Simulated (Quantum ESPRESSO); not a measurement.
# Energy of PbO along an even scaling of the cell

System: PbO (P4/nmm, 4 atoms in the cell).
Method: Kohn-Sham DFT of a periodic cell, PBE, SSSP 1.3 efficiency PBE, no spin polarisation (Quantum ESPRESSO 7.5).

The 7 runs differ only in the geometry, by an even scaling of the cell at fixed fractional positions. The structure derives from an entry of the Crystallography Open Database.

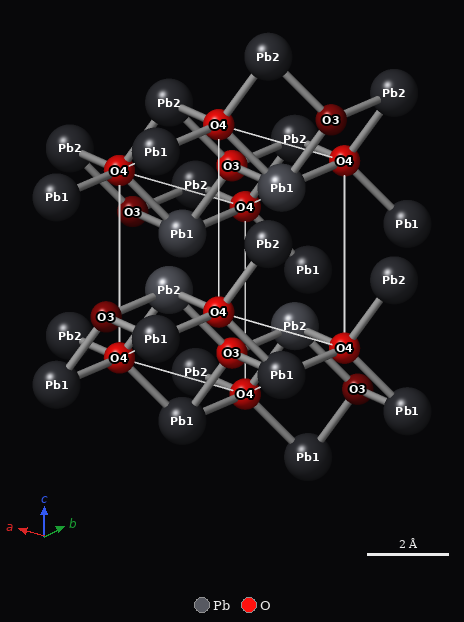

Figure 1. The structure of run 4 (ball-and-stick view of the cell of the calculation, seen at an oblique angle; neighbours outside the cell are drawn fainter; atoms are numbered from 1 in the order of the input).

## Input of run 4
```
&CONTROL
  calculation = 'scf'
  prefix = 'pwscf'
  outdir = './tmp'
  pseudo_dir = './pseudo'
  tprnfor = .true.
  tstress = .true.
  disk_io = 'nowf'
/
&SYSTEM
  ibrav = 0
  nat = 4
  ntyp = 2
  ecutwfc = 55
  ecutrho = 440
  nbnd = 28
  occupations = 'smearing'
  smearing = 'fd'
  degauss = 0.00367493
/
&ELECTRONS
  conv_thr = 8d-10
  electron_maxstep = 120
  mixing_beta = 0.5
/
ATOMIC_SPECIES
Pb   207.2000 Pb.pbe-dn-kjpaw_psl.0.2.2.UPF
O     15.9990 O.pbe-n-kjpaw_psl.0.1.UPF
CELL_PARAMETERS angstrom
   3.9900000000    0.0000000000    0.0000000000
   0.0000000000    3.9900000000    0.0000000000
   0.0000000000    0.0000000000    5.0100000000
ATOMIC_POSITIONS crystal
Pb     0.5000000000    0.0000000000    0.7600000000
Pb     0.0000000000    0.5000000000    0.2400000000
O      0.5000000000    0.5000000000    0.0000000000
O      0.0000000000    0.0000000000    0.0000000000
K_POINTS automatic
7 7 6 0 0 0
```

Command:
```bash
OMP_NUM_THREADS=1 pw.x -in pw.in > pw.out
```

Run 6 differs from it as follows:
```diff
-   3.9900000000    0.0000000000    0.0000000000
-   0.0000000000    3.9900000000    0.0000000000
-   0.0000000000    0.0000000000    5.0100000000
+   4.0425060212    0.0000000000    0.0000000000
+   0.0000000000    4.0425060212    0.0000000000
+   0.0000000000    0.0000000000    5.0759286131
```

## Results, with one run withheld

```csv
run,volume per atom (Å³),"free energy per atom, from the lowest run given (meV)",pressure (GPa),gap on the mesh (eV)
1,18.744,57.37,9.66,1.31
2,19.142,35.71,7.32,1.35
3,19.541,19.60,5.22,1.38
4,19.940,8.44,3.33,1.41
5,20.339,1.75,1.64,1.44
6,20.738,?,?,?
7,21.136,0.00,−1.25,1.49
```

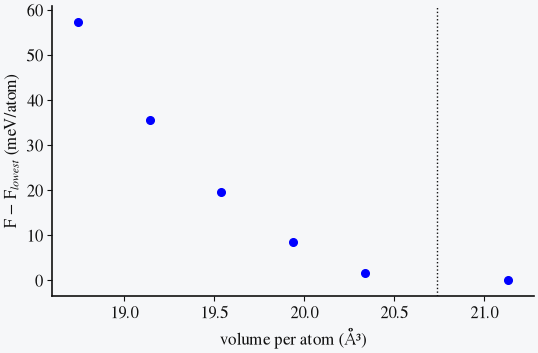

Figure 2. Free energy per atom of the runs given; the dotted line marks run 6.

Fit the runs given and predict run 6.

A cubic polynomial in V^(−2/3) (the Birch–Murnaghan form), fitted to the 6 runs given, misses them by at most 0.01 meV per atom. With x = V^(−2/3) − 0.13672 Å⁻², it reads F = 12.313 + 5793.1 x + 6.3682e+05 x² + 1.5253e+06 x³ (meV per atom). At run 6 it gives −0.92 meV per atom, and the run itself gives −0.92. The slope of the fit gives a pressure −dF/dV of 0.33 GPa there, and the run prints 0.12 GPa. The two needn't agree exactly: the fit is approximate, and the printed stress is taken on a finite basis. The fit has its minimum at 20.829 Å³ per atom, where V d²F/dV² gives 73.5 GPa. Cell shape and fractional positions are held, so this is the stiffness under even scaling; the relaxed bulk modulus wasn't computed and can be far lower in a crystal of layers, chains or molecules like this one. The gap on the mesh goes, without turning, from 1.31 eV in run 1 to 1.49 eV in run 7; run 6 has 1.47 eV. These are gaps of this functional on this mesh, which can miss the band edges; they aren't the measured gap.

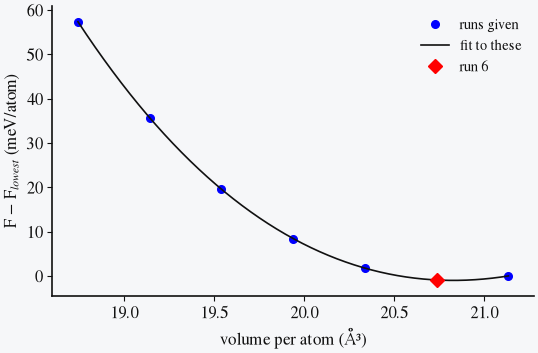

Figure 3. The fit and the withheld run.

## Some lines of the output (run 6)
```
[...]
     total energy              =   -1824.45192497 Ry
     total energy              =   -1824.46744930 Ry
     total energy              =   -1824.47200930 Ry
     total energy              =   -1824.47204953 Ry
     total energy              =   -1824.47212647 Ry
     total energy              =   -1824.47213391 Ry
     total energy              =   -1824.47213385 Ry
     total energy              =   -1824.47213398 Ry
     total energy              =   -1824.47213403 Ry
     the Fermi energy is     8.8343 ev
!    total energy              =   -1824.47213403 Ry
     The total energy is F=E-TS. E is the sum of the following terms:
     Computing stress (Cartesian axis) and pressure
          total   stress  (Ry/bohr**3)                   (kbar)     P=        1.16
```

Notes: Spin–orbit coupling is left out, which matters for Pb.
